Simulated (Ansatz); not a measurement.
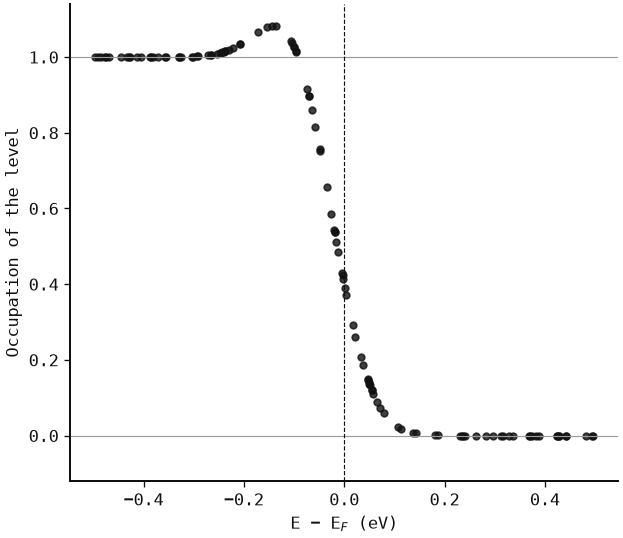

Occupations of the one-electron levels of the k mesh against their energy, from a run on Pt, space group Im-3m (No. 229), 1 atom in the cell, with Ansatz.

> Which smearing scheme was used (Fermi-Dirac, Gaussian, Methfessel-Paxton or cold), and about what width?

cold (Marzari-Vanderbilt) smearing with a width of 0.1 eV. The occupations overshoot 1 below the Fermi level (up to 1.08) but never turn negative, and they are not symmetric about it.
